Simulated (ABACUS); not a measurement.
# Run report: Si, single-point calculation at one volume of an equation of state (part 1 of 2)

System: Si (2 atoms in the cell).
Method: Kohn-Sham DFT of a periodic cell, PBE, SG15 ONCV 1.2 PBE, no spin polarisation (ABACUS 3.10.1).

The structure derives from a Materials Project entry. It belongs to a series of runs on one base structure; here: volume scaled by 1.02.

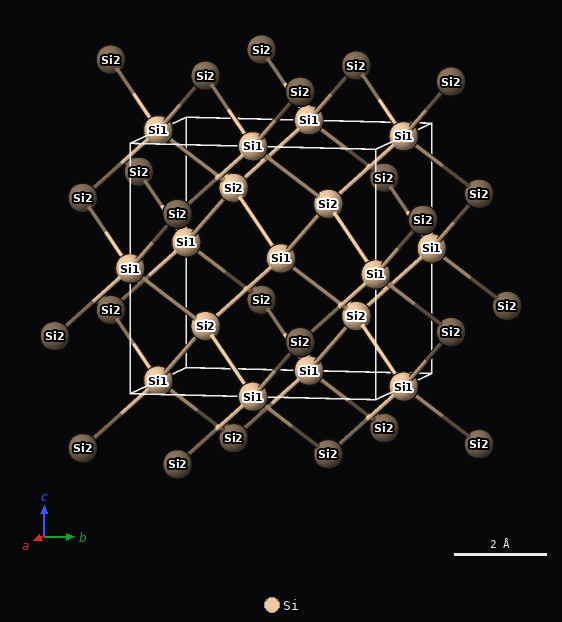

**Figure 1.** The structure (ball-and-stick view of the cell 4 times as large as that of the calculation, set on its symmetry axes, seen slightly off an axis; neighbours outside the cell are drawn fainter; atoms are numbered from 1 in the order of the input).

## Summary

| quantity | value |
| --- | --- |
| outcome | converged |
| space group (tolerance 0.01 Å) | Fd-3m (227) |
| electrons treated | 8 |
| free energy | −212.8080 eV |
| Fermi energy | 7.051 eV |
| gap on the k-point mesh | 1.99 eV |
| pressure | 7.90 GPa |
| largest force (length of the vector) | under 0.001 eV/Å |
| hardware | 4 threads of AMD EPYC 7571, 12 GiB of memory available, shared host |
| wall time | 4.5 s (CPU time 17 s) |
| peak memory | 0.4 GiB |

## Notes

Settings chosen away from the usual ones: volume scaled by 1.02. The settings depart from the standard set-up of this series, which can bear on the numbers. Points of doubt noted for this run: home made orbitals.

## Input
```
INPUT_PARAMETERS
suffix              Si
calculation         scf
basis_type          lcao
pseudo_dir          ./
orbital_dir         ./
symmetry            1
dft_functional      pbe
ecutwfc             100
pseudo_rcut         7
nspin               1
nbands              8
ks_solver           genelpa
smearing_method     fd
smearing_sigma      0.00367493
scf_thr             1e-07
scf_nmax            100
mixing_type         broyden
mixing_beta         0.7
cal_force           1
cal_stress          1
out_mul             1
```

## File STRU
```
ATOMIC_SPECIES
Si 28.0850 Si_ONCV_PBE-1.2.upf

NUMERICAL_ORBITAL
Si_confined-atom_7au_1s1p.orb

LATTICE_CONSTANT
1.8897261246

LATTICE_VECTORS
0.0000000000 2.7398772164 2.7398772164
2.7398772164 0.0000000000 2.7398772164
2.7398772164 2.7398772164 0.0000000000

ATOMIC_POSITIONS
Cartesian

Si
0.0
2
2.7398772164 2.7398772164 2.7398772164 1 1 1
4.1098158246 4.1098158246 4.1098158246 1 1 1
```

## File KPT
```
K_POINTS
0
Gamma
7 7 7 0 0 0
```

Run as:
```bash
OMP_NUM_THREADS=1 mpirun -np 4 abacus > log
```

## The program's output
```
ABACUS v3.10.1

               Atomic-orbital Based Ab-initio Computation at UStc

 ------------------------------------------------------------------------------------

 READING GENERAL INFORMATION
                           global_out_dir = OUT.Si/
                           global_in_card = INPUT
                               pseudo_dir = ./
                              orbital_dir = ./
                                    DSIZE = 4
                                    GSIZE = 1

 READING UNITCELL INFORMATION
                                    ntype = 1
                  lattice constant (Bohr) = 1.88973
              lattice constant (Angstrom) = 1

 READING ATOM TYPE 1
                               atom label = Si
                      L=0, number of zeta = 1
                      L=1, number of zeta = 1
             number of atom for this type = 2

                        TOTAL ATOM NUMBER = 2
CARTESIAN COORDINATES ( UNIT =       1.889726124600 Bohr ).
    atom                   x                   y                   z     mag                  vx                  vy                  vz
tauc_Si1            2.7398772164        2.7398772164        2.7398772164  0.0000        0.0000000000        0.0000000000        0.0000000000
tauc_Si2            4.1098158246        4.1098158246        4.1098158246  0.0000        0.0000000000        0.0000000000        0.0000000000

                          Volume (Bohr^3) = 277.6
                             Volume (A^3) = 41.1361

 Lattice vectors: (Cartesian coordinate: in unit of a_0)
                   +0            +2.73988            +2.73988
             +2.73988                  +0            +2.73988
             +2.73988            +2.73988                  +0
 Reciprocal vectors: (Cartesian coordinate: in unit of 2 pi/a_0)
             -0.18249            +0.18249            +0.18249
             +0.18249            -0.18249            +0.18249
             +0.18249            +0.18249            -0.18249
 The esolver type has been set to : ksdft_lcao

                PAO radial cut off (Bohr) = 7

 Read in pseudopotential file is Si_ONCV_PBE-1.2.upf
                     pseudopotential type = NC
          exchange-correlation functional = PBE
                 nonlocal core correction = 0
                        valence electrons = 4
                                     lmax = 1
                           number of zeta = 0
                     number of projectors = 4
                           L of projector = 0
                           L of projector = 0
                           L of projector = 1
                           L of projector = 1
     initial pseudo atomic orbital number = 0

 SETUP THE ELECTRONS NUMBER
            electron number of element Si = 4
      total electron number of element Si = 8
            AUTOSET number of electrons:  = 8
                           occupied bands = 4
                                   NLOCAL = 8
                                   NBANDS = 8
                                   NBANDS = 8
                                   NLOCAL = 8

 SETUP THE PLANE WAVE BASIS
 energy cutoff for charge/potential (unit:Ry) = 400
            fft grid for charge/potential = [ 48, 48, 48 ]
                        fft grid division = [ 4, 4, 4 ]
        big fft grid for charge/potential = [ 12, 12, 12 ]
                                     nbxx = 432
                                     nrxx = 27648

 SETUP PLANE WAVES FOR CHARGE/POTENTIAL
                    number of plane waves = 37461
                         number of sticks = 1483

 PARALLEL PW FOR CHARGE/POTENTIAL
     PROC   COLUMNS(POT)             PW
        1            370           9363
        2            371           9366
        3            371           9366
        4            371           9366
 --------------- sum -------------------
        4           1483          37461
                            number of |g| = 363
                                  max |g| = 36.0667
                                  min |g| = 0

----------- Double Check Mixing Parameters Begin ------------
mixing_type: broyden
mixing_beta: 0.7
mixing_gg0: 1
mixing_gg0_min: 0.1
mixing_ndim: 8
----------- Double Check Mixing Parameters End ------------

 LATTICE VECTORS: (CARTESIAN COORDINATE: IN UNIT OF A0)
                   +0            +2.73988            +2.73988
             +2.73988                  +0            +2.73988
             +2.73988            +2.73988                  +0
                       right hand lattice = 1
                                   NORM_A = 3.87477
                                   NORM_B = 3.87477
                                   NORM_C = 3.87477
                           ALPHA (DEGREE) = 60
                           BETA  (DEGREE) = 60
                           GAMMA (DEGREE) = 60

 The lattice vectors have been changed (STRU_SIMPLE.cif)

(for optimal symmetric configuration:)
                             BRAVAIS TYPE = 3
                     BRAVAIS LATTICE NAME = 03. Cubic F (face-centered)
                                    ibrav = 3
                                    IBRAV = 3
                                  BRAVAIS = FACE CENTERED CUBIC
                       LATTICE CONSTANT A = 5.47975
Original cell was already a primitive cell.
                        ROTATION MATRICES = 48
              PURE POINT GROUP OPERATIONS = 24
                   SPACE GROUP OPERATIONS = 48
                                       C2 = 3
                                       C3 = 8
                                       C4 = 0
                                       C6 = 0
                                       S1 = 6
                                       S3 = 0
                                       S4 = 6
                                       S6 = 0
                              POINT GROUP = T_d
               POINT GROUP IN SPACE GROUP = O_h

 SETUP K-POINTS
                                    nspin = 1
                   Input type of k points = Monkhorst-Pack(Gamma)
                                   nkstot = 343
                       right hand lattice = 1
(for reciprocal lattice: )
                             BRAVAIS TYPE = 2
                     BRAVAIS LATTICE NAME = 02. Cubic I (body-centered)
                                    ibrav = 2
                       right hand lattice = 1
(for k-lattice: )
                             BRAVAIS TYPE = 2
                     BRAVAIS LATTICE NAME = 02. Cubic I (body-centered)
                                    ibrav = 2
                       right hand lattice = 1
                        ROTATION MATRICES = 48
                               nkstot_ibz = 20
K-POINTS REDUCTION ACCORDING TO SYMMETRY
     IBZ    DIRECT_X    DIRECT_Y    DIRECT_Z  WEIGHT  ibz2bz
       1  0.00000000  0.00000000  0.00000000  0.0029       0
       2  0.14285714  0.14285714  0.14285714  0.0233       1
       3  0.28571429  0.28571429  0.28571429  0.0233       2
       4  0.42857143  0.42857143  0.42857143  0.0233       3
       5  0.14285714  0.14285714  0.00000000  0.0175       8
       6  0.28571429  0.14285714  0.28571429  0.0700       9
       7  0.42857143  0.28571429  0.42857143  0.0700      10
       8 -0.42857143  0.42857143  0.42857143  0.0700      11
       9  0.42857143  0.28571429  0.28571429  0.0700      12
      10  0.28571429  0.14285714  0.14285714  0.0350      13
      11  0.28571429  0.28571429  0.00000000  0.0175      16
      12  0.42857143  0.42857143  0.14285714  0.0700      17
      13 -0.28571429  0.42857143  0.42857143  0.0700      18
      14 -0.42857143  0.28571429  0.28571429  0.0350      19
      15  0.42857143  0.42857143  0.00000000  0.0175      24
      16 -0.14285714  0.42857143  0.42857143  0.0350      25
      17  0.42857143  0.28571429  0.14285714  0.0700      66
      18 -0.42857143  0.42857143  0.28571429  0.1399      67
      19 -0.42857143  0.42857143  0.14285714  0.0700      74
      20 -0.28571429  0.42857143  0.28571429  0.0700      75

                               nkstot now = 20
[... K-POINTS DIRECT COORDINATES: 20 rows ...]

           k-point number in this process = 20
       minimum distributed K point number = 20
[... stars of the k points ...]

[... K-POINTS CARTESIAN COORDINATES: 20 rows ...]

[... K-POINTS DIRECT COORDINATES: 20 rows ...]

 SETUP PLANE WAVES FOR WAVE FUNCTIONS
     energy cutoff for wavefunc (unit:Ry) = 100
              fft grid for wave functions = [ 48, 48, 48 ]
                    number of plane waves = 5985
                         number of sticks = 433

 PARALLEL PW FOR WAVE FUNCTIONS
     PROC   COLUMNS(POT)             PW
        1            109           1498
        2            108           1495
        3            108           1497
        4            108           1495
 --------------- sum -------------------
        4            433           5985

 SET NONLOCAL PSEUDOPOTENTIAL PROJECTORS
 max number of nonlocal projetors among all species is 4

 -------------------------------------------
 SELF-CONSISTENT
 -------------------------------------------

 SETUP SEARCHING RADIUS FOR PROGRAM TO SEARCH ADJACENT ATOMS
                  longest orb rcut (Bohr) = 7
   longest nonlocal projector rcut (Bohr) = 3.64
                     search radius (Bohr) = 21.3
              searching radius is (Bohr)) = 21.3
         searching radius unit is (Bohr)) = 1.89
                         PeriodicBoundary = 1
                        Radius(unit:lat0) = 11.3
                                   glayer = [ 5, 5, 5 ]
                             glayer_minus = [ 4, 4, 4 ]

Find the coordinate range of the input atom(unit:lat0).
                                  min_tau = [ -19.2, -19.2, -19.2 ]
                                  max_tau = [ 26, 26, 26 ]
                                BoxNumber = [ 9, 9, 9 ]

 SETUP EXTENDED REAL SPACE GRID FOR GRID INTEGRATION
                          real space grid = [ 48, 48, 48 ]
                 big cell numbers in grid = [ 12, 12, 12 ]
             meshcell numbers in big cell = [ 4, 4, 4 ]
                        extended fft grid = [ 15, 15, 15 ]
                dimension of extened grid = [ 43, 43, 43 ]
                            UnitCellTotal = 125
              Atom number in sub-FFT-grid = 2
    Local orbitals number in sub-FFT-grid = 8
                                ParaV.nnr = 1320
                                 init_chg = atomic

 LCAO ALGORITHM --------------- ION=   1  ELEC=   1--------------------------------

 Density error is 0.0731993078174
----------------------------------------------------------
     Energy           Rydberg                 eV
----------------------------------------------------------
 E_KohnSham     -15.6409537522       -212.8060931840
 E_Harris       -15.6209595447       -212.5340580353
 E_Fermi        0.5136290601         6.9882818760
```
